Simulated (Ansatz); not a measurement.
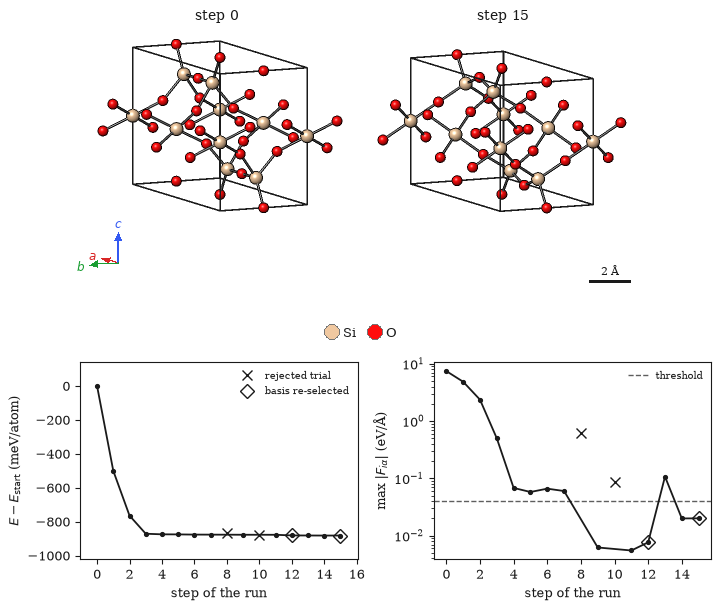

First and last geometry of a relaxation of a crystal of SiO2 (a generated structure, set up in Pmma) (coarse preliminary run), with the history of the run. A ball-and-stick model of the cell of the calculation, seen from a free direction.

Computed with DFT PBE, scalar-relativistic, plane waves, PAW in Ansatz.

Input file:
```yaml
crystal:
  lattice:
    - [9.79907697, 0.0, 0.0]
    - [0.0, 4.70882085, 0.0]
    - [0.0, 0.0, 6.75735641]
  atoms:
    - { symbol: Si, position: [0.41308753, 0.5, 0.20188061] }
    - { symbol: Si, position: [0.58691247, 0.5, 0.79811939] }
    - { symbol: Si, position: [0.91308753, 0.5, 0.79811939] }
    - { symbol: Si, position: [0.08691247, 0.5, 0.20188061] }
    - { symbol: Si, position: [0.0, 0.0, 0.5] }
    - { symbol: Si, position: [0.5, 0.0, 0.5] }
    - { symbol: O, position: [0.5, 0.5, 0.0] }
    - { symbol: O, position: [0.25, 0.5, 0.20048512] }
    - { symbol: O, position: [0.44310509, 0.28764573, 0.39112495] }
    - { symbol: O, position: [0.44310509, 0.71235427, 0.39112495] }
    - { symbol: O, position: [0.75, 0.5, 0.79951488] }
    - { symbol: O, position: [0.55689491, 0.28764573, 0.60887505] }
    - { symbol: O, position: [0.55689491, 0.71235427, 0.60887505] }
    - { symbol: O, position: [0.0, 0.5, 0.0] }
    - { symbol: O, position: [0.94310509, 0.28764573, 0.60887505] }
    - { symbol: O, position: [0.94310509, 0.71235427, 0.60887505] }
    - { symbol: O, position: [0.05689491, 0.28764573, 0.39112495] }
    - { symbol: O, position: [0.05689491, 0.71235427, 0.39112495] }
basis:
  ecutwfc: 420
kpoints:
  mp_grid: { grid: [2, 4, 4] }
hamiltonian:
  xc: pbe
scf:
  occupations: { method: gaussian, width: 0.1 }
  lower_state_search: "off"
output:
  forces: true
  stress: true
  eigenvalues: true
relax:
  adjacent_minimum: "off"
  f_tol: 0.04
  max_steps: 70
  cell: { stress_tol: 0.4 }
```

Run as
```bash
ansatz run input.yaml --threads 1 --pin off --max-ram 2560MiB --backend cpu --events-out ev --progress --plain --runs-dir out
```

Read the history and describe the run.

It converged. After 11 accepted moves (15 points after the start) the energy has fallen by 881 meV per atom. The largest force component goes from 7.4 to 0.02 eV/Å. The pressure goes from 15.63 to −0.02 GPa. The line search rejected the trial steps at points 8, 10 of the run. At 2 points the geometry stayed and the basis and grid were re-selected for the new cell (energy shift of 3.7 meV per atom at most each time). The largest moves relative to the cell, 0.46 Å, are those of O8 and O11. O11 goes along +c. By element the largest moves are O 0.46 Å, Si 0.10 Å. The volume changes by +0.8 %, with a 9.799 → 10.058 Å (+2.6 %), b 4.709 → 5.027 Å (+6.8 %), c 6.757 → 6.216 Å (−8.0 %). Some distances before and after: O10–O13 1.846 → 2.382 Å, Si1–O8 1.598 → 1.630 Å, Si1–O10 1.650 → 1.619 Å, Si5–O15 1.639 → 1.665 Å. Among the angles between lasting bonds that change: O12–Si2–O13 74.6° → 113.1°, Si1–O8–Si4 179.3° → 143.3°, O15–Si5–O16 111.5° → 88.7°. The space group stays Pmma (No. 51).

```tsv
step	E − E(0), meV/atom	largest force component, eV/Å	pressure, GPa	volume, Å³/atom	note
0	0.00	7.4332	15.63	17.322	
1	-499.98	4.8451	1.04	18.348	
2	-763.77	2.3593	-1.46	18.167	
3	-870.56	0.4986	1.09	17.572	
4	-873.97	0.0681	0.06	17.753	
5	-874.46	0.0578	0.16	17.749	
6	-875.57	0.0661	0.02	17.709	
7	-875.84	0.0601	0.16	17.671	
8	-867.94	0.6273	-2.46	17.529	rejected
9	-876.52	0.0062	0.01	17.591	
10	-876.69	0.0864	-0.31	17.499	rejected
11	-876.73	0.0055	0.02	17.539	
12	-880.45	0.0077	0.35	17.539	same geometry, new basis
13	-880.87	0.1073	0.12	17.511	
14	-881.22	0.0200	-0.03	17.463	
15	-881.16	0.0201	-0.02	17.463	same geometry, new basis
```
